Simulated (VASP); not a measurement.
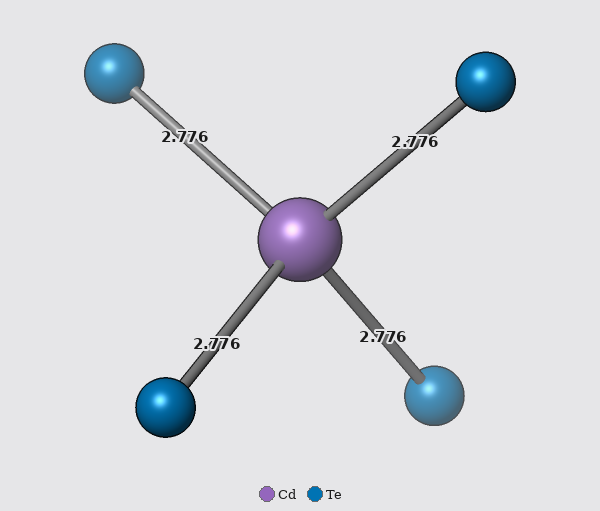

The surroundings of site Cd1 (at 0.000, 0.000, 0.000) in CdTe (F-43m), with bond lengths in Å.

The cell is taken from an entry of the Crystallography Open Database, as set up for an electronic-structure calculation.

```yaml
crystal:
  lattice:
    - [6.41000, 0.00000, 0.00000]
    - [0.00000, 6.41000, 0.00000]
    - [0.00000, 0.00000, 6.41000]
  atoms:
    - { symbol: Te, position: [0.25000, 0.25000, 0.25000] }
    - { symbol: Cd, position: [0.00000, 0.00000, 0.00000] }
    - { symbol: Te, position: [0.25000, 0.75000, 0.75000] }
    - { symbol: Cd, position: [0.00000, 0.50000, 0.50000] }
    - { symbol: Te, position: [0.75000, 0.25000, 0.75000] }
    - { symbol: Cd, position: [0.50000, 0.00000, 0.50000] }
    - { symbol: Te, position: [0.75000, 0.75000, 0.25000] }
    - { symbol: Cd, position: [0.50000, 0.50000, 0.00000] }
```

Bond valence s = exp((R0 − d)/b), R0 fitted to published crystal structures with b = 0.37 Å; R0 in Å: Cd2+–Te 2.556.

Question: Calculate the bond-valence sum of Cd1 from the bonds drawn.

Answer: 4 × 0.552 = 2.21 v.u., against a formal valence of 2: overbonded (bonds short for this ion) by 0.21.

Question: And over the whole structure?

Answer:
| site | x, y, z | formal valence | bond-valence sum | difference |
| --- | --- | --- | --- | --- |
| Te1 | 0.250, 0.250, 0.250 | −2 | 2.21 | 0.21 |
| Cd1 | 0.000, 0.000, 0.000 | +2 | 2.21 | 0.21 |

These sums include all anions within 5 Å. The global instability index (root mean square of the differences over all atoms) is 0.21 v.u.: above 0.2, which by the usual rule of thumb marks a strained structure. The cell was not relaxed for this table, and a volume that is off by a few per cent shifts all sums together.
